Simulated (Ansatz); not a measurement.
# Single-point calculation of ZrS

The run: single-point calculation of ZrS (Immm, 2 atoms in the cell). Method and program: DFT r2SCAN, scalar-relativistic, plane waves, PAW, no spin polarisation (Ansatz 0.2.0).

The structure derives from an entry of the Crystallography Open Database. It belongs to a series of runs on one base structure; here: strain -0.1000 x Voigt [0, 0, 0, 1, 0, 0], atoms carried along.

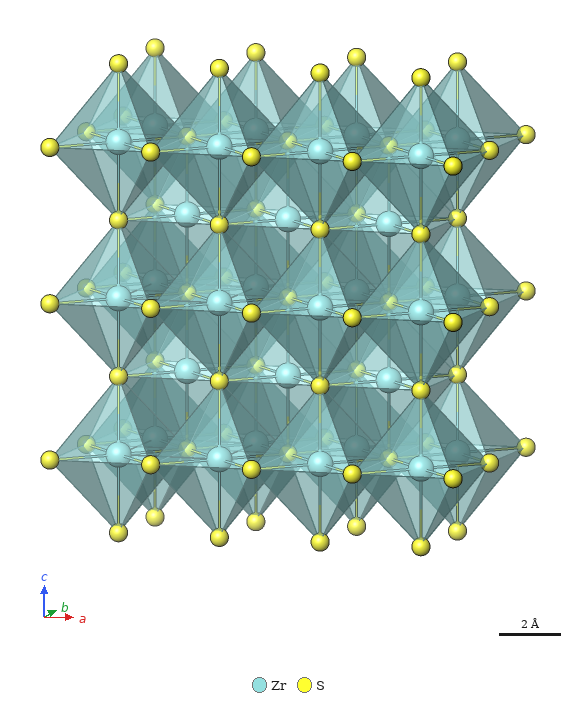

**Figure 1.** The structure (polyhedral view of the cell 2 times as large as that of the calculation, set on its symmetry axes, repeated 3 × 1 × 2, seen slightly off an axis; polyhedra are completed across the faces of the cell). An atom can appear more than once, as a periodic image.

### The input
```yaml
crystal:
  lattice:
    - [0.0, 2.49375, 2.49375]
    - [2.625, -0.13125, 2.625]
    - [2.625, 2.625, -0.13125]
  atoms:
    - { symbol: Zr, position: [0.0, 0.0, 0.0] }
    - { symbol: S, position: [0.5, 0.5, 0.5] }
basis:
  ecutwfc: 500
kpoints:
  mp_grid: { grid: [16, 16, 16] }
hamiltonian:
  xc: r2scan
scf:
  occupations: { method: gaussian, width: 0.15 }
output:
  forces: true
  stress: true
  eigenvalues: true
  write_density: true
  write_potential: true
  elf: true
  volumetric_format: npy
```

Hardware: 1 thread of Intel Xeon @ 2.70GHz, 189 GiB of memory available, shared host.

Launched with:
```bash
ansatz run input.yaml --threads 1 --pin off --max-ram 2560MiB --backend cpu --events-out ev --progress --plain --runs-dir out
```

### Output
```
Engine: ansatz 0.2.0, x86_64-unknown-linux-gnu
Pseudopotentials: kind: paw
Pseudopotential: Zr, paw, valence charge 12, recommended cutoff 500 eV (meta_gga), Zr.paw.azcp
Pseudopotential: S, paw, valence charge 6, recommended cutoff 500 eV (meta_gga), S.paw.azcp
Functional definition: r2SCAN
  parameter k0 = 0.174
  parameter k1 = 0.065
  parameter a1 = 4.9479
  exchange = r2scan_x(k0 = k0, k1 = k1, a1 = a1)
  correlation = r2scan_c
Crystal: 2 atoms, lattice volume = 36.085 Å³
Basis set: ecut = 500 eV, 921 PW (Γ), exchange–correlation on 108×120×120 points (64 copies of the dense FFT grid, shifted against one another)
Bands: 13, of which v1, the nominal top of the filled ones, is band 9 counted from 1 (8 counted from 0)
Symmetry: 8 space group operations
Space group: Immm (ITA 71), of the structure as read, at distance tolerance 3.3e-5 Å
k-points: 621 of 4096
Non-local potential: Zr, projectors of the file, l = 0: 3, l = 1: 2, l = 2: 2, l = 3: 2
Non-local potential: S, projectors of the file, l = 0: 2, l = 1: 2, l = 2: 2
PAW form: soft (Blöchl's): semilocal exchange-correlation on the pseudo side does not see the compensation charge
PAW frozen core: Zr, regenerated for the run's functional (the file was generated under x = pbe(κ = 0.804, μ = 0.2195149727645171), c = pbe(β = 0.06672455060314922))
PAW frozen core: S, regenerated for the run's functional (the file was generated under x = pbe(κ = 0.804, μ = 0.2195149727645171), c = pbe(β = 0.06672455060314922))
PAW one-centre angular grid: Zr, 590 points (default); XC on 160 Gauss nodes
PAW one-centre angular grid: S, 302 points (default); XC on 160 Gauss nodes
Initial density: superposition of atomic densities (neutral atoms: chi_scale 0, normalization atom), corrected by the library's trained network
Initial wavefunctions: pseudopotential atomic-orbital guess
Functional: x = r2scan, c = r2scan; τ floored in thin density (d = 2e-4 eV/Å³)
SCF iter   1: F=—  HF=-5103.882398 eV  |F-HF|=—  |Δ(HF+E_count)|=         —  Δρ=7.55e-3  dr2=1.99e-2  dr2_τ=1.67e-2  ethr=1.77e-3  ⟨swp⟩=5.2  Hψ=106478  notcnv=0  defer=1
automatic band count: the SCF goes on with 17 bands, as 13 were too few: the levels above may hold too much charge
preconditioner: auto → Kerker (q_TF=auto, 2.430 Å⁻¹)  [metal: Δε(μ)=0.005 eV  Ē_g=12.181 eV  σ=0.150 eV  W_gap=0.02  n_scr=14 (ndim 8)  ℏωp=19.5 eV  f_vac=0.000  D(μ)=1.32/eV (n_scr^D=14)]
SCF iter   2: F=—  HF=-5103.948836 eV  |F-HF|=—  |Δ(HF+E_count)|=   6.64e-2  Δρ=5.03e-3  dr2=9.01e-3  dr2_τ=1.73e-4  ethr=1.11e-4  ⟨swp⟩=2.0  Hψ=21822  notcnv=0  defer=1528
SCF iter   3: F=—  HF=-5103.948750 eV  |F-HF|=—  |Δ(HF+E_count)|=   8.67e-5  Δρ=1.30e-3  dr2=8.00e-4  dr2_τ=1.47e-4  ethr=5.00e-5  ⟨swp⟩=2.4  Hψ=14251  notcnv=0  defer=1528
SCF iter   4: F=—  HF=-5103.948663 eV  |F-HF|=—  |Δ(HF+E_count)|=   8.69e-5  Δρ=3.65e-4  dr2=2.70e-5  dr2_τ=2.20e-6  ethr=4.44e-6  ⟨swp⟩=2.2  Hψ=12210  notcnv=0  defer=1528
SCF iter   5: F=—  HF=-5103.948693 eV  |F-HF|=—  |Δ(HF+E_count)|=   3.02e-5  Δρ=1.02e-4  dr2=3.57e-6  dr2_τ=1.54e-7  ethr=1.50e-7  ⟨swp⟩=2.1  Hψ=13361  notcnv=0  defer=1528
SCF iter   6: F=—  HF=-5103.948697 eV  |F-HF|=—  |Δ(HF+E_count)|=   4.10e-6  Δρ=2.36e-5  dr2=2.70e-7  dr2_τ=3.67e-9  ethr=1.99e-8  ⟨swp⟩=2.0  Hψ=11972  notcnv=0  defer=1528
SCF iter   7: F=-5103.948697 eV  HF=-5103.948697 eV  |F-HF|=2.70e-9  |Δ(HF+E_count)|=   2.78e-7  Δρ=6.44e-6  dr2=1.75e-8  dr2_τ=6.14e-10  ethr=5.56e-10  ⟨swp⟩=12.9  Hψ=71049  notcnv=0
SCF 1 converged in 7 iterations: F = -5103.948697 eV  dr2 = 1.75e-8
  greatest PAW one-centre occupation: 0.989 electrons in one spin orbital (limit 2), on the Zr atom at site 0 (counted from 0), in its partial waves of l = 0
```

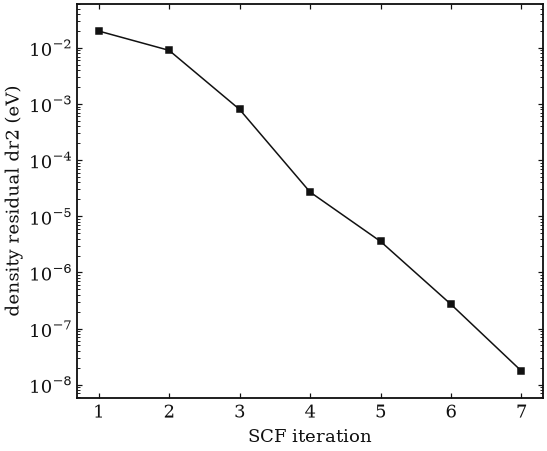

**Figure 2.** Convergence of the self-consistent field: density residual dr2 against the SCF iteration. The residual falls at every step.

```
SCF converged after 7 iterations
Free energy (F): -5103.948697 eV
Harris-Foulkes:  -5103.948697 eV  (|F-HF|=2.70e-9)
Internal energy: -5103.933698 eV  (E = F + TS)
E sigma→0 (E₀):  -5103.941198 eV
Entropy (-TS):   -0.014999 eV (-7.500 meV/atom)
Fermi energy:    14.832168 eV
--- Per-component energies (eV) ---
  E_band       = -83.591024
  E_kinetic    = 443.750563
  E_local      = -695.134950  (includes V_loc(G=0)·N_el)
  E_nonlocal   = 107.358755
  E_hartree    = 218.941561
  E_xc         = -249.481035
  E_vxc        = -308.036690  (∫ρ·V_xc dr)
  E_paw        = -3580.587534  (= ΣΔE_a)
  E_vpaw       = -86.080703  (= ΣTr[D̂ρ^β])
  E_aug_tail   = 0.000010  (compensation charges beyond the density's cutoff)
  E_vtau       = 16.669180  (kinetic-family band-sum trace: ∫τ·v_τ [+ j·A + Jᵃ·Aᵃ] dr)
  E_ewald      = -1348.506558
  E_core_change = -0.274508  (= ΣΔE_core)
  E_smearing   = -0.014999  (= −TS)
  E_closure    = 0.000000  (closes the sum)
  Σ components = -5103.948697   (vs F -5103.948697, Δ=0.00e0)
--- Forces (eV/Å), atoms counted from 1 ---
  atom   1  Zr     0.00000000     0.00000000     0.00000000
  atom   2  S      0.00000000     0.00000000    -0.00000000
  max |Σ_I F_I| component: 4.73e-30 eV/Å
--- Stress (GPa, compression-positive) ---
       -1.979358       0.000000      -0.000000
        0.000000      -1.234285       2.666339
       -0.000000       2.666339      -1.234285
  P = ⅓ Tr σ = -1.4826 GPa (-14.826 kbar)
--- Band table (eV; the first three rows and the last of 621) ---
  k-point 0: bands = ["-37.0306", "-14.3562", "-14.3160", "-14.2291", "-1.9439", "10.6487", "10.8550", "11.2362", "12.9283", "13.2747", "14.0040", "14.2149", "14.2899", "17.3012", "22.6309", "26.7527", "27.0593"]
  k-point 1: bands = ["-37.0297", "-14.3652", "-14.3208", "-14.2303", "-1.8952", "10.3809", "10.6205", "11.0606", "13.0939", "13.4096", "14.0851", "14.4412", "14.5347", "17.4924", "22.7591", "26.3918", "26.8256"]
  k-point 2: bands = ["-37.0272", "-14.3972", "-14.3277", "-14.2337", "-1.7542", "9.7063", "10.1723", "10.6622", "13.4194", "13.6987", "14.2897", "15.0578", "15.1738", "18.0185", "23.0609", "25.6022", "26.2579"]
  k-point 620: bands = ["-36.9909", "-14.5149", "-14.4860", "-14.4386", "-0.7232", "8.2716", "8.2918", "8.6689", "14.7445", "14.9565", "16.2055", "17.1414", "17.9032", "22.4686", "22.9589", "23.6820", "23.8752"]
```

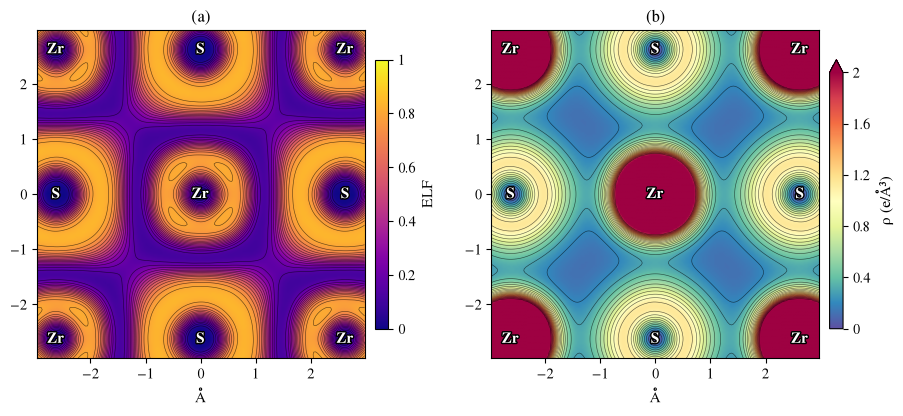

**Figure 3.** (a) electron localisation function; (b) valence charge density (pseudo) on the (110) plane of the conventional cell. The section cuts through Zr and S sites. Zr–S (2.62 Å): ρ at the midpoint is about 0.33 e/Å³; the ELF is about 0.25 at the midpoint; no shared pair; the contact is polar. Away from the nuclei the density in this plane falls to 0.12 e/Å³ at its lowest. The strong features right at Zr lie inside the PAW spheres (semicore, d or f shells) and say nothing about bonding. The fields are those of the smooth PAW valence density.

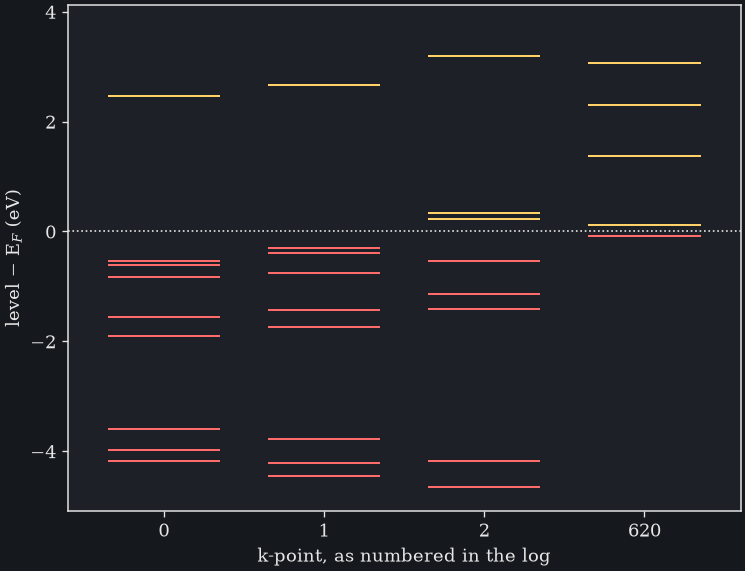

**Figure 4.** Kohn–Sham levels near the Fermi level (dotted) at the few k-points that the log prints; levels within 0.02 eV of each other stand side by side. The system is metallic on the full mesh.

### Summary

| quantity | value |
| --- | --- |
| outcome | converged |
| space group (tolerance 0.01 Å) | Immm (71) |
| electrons treated | 18 |
| free energy | −5103.9487 eV |
| Fermi energy | 14.832 eV |
| gap on the k-point mesh | none (metallic) |
| pressure | −1.48 GPa |
| largest force (length of the vector) | under 0.001 eV/Å |
| wall time | 52 s |
| peak memory | 0.78 GiB |
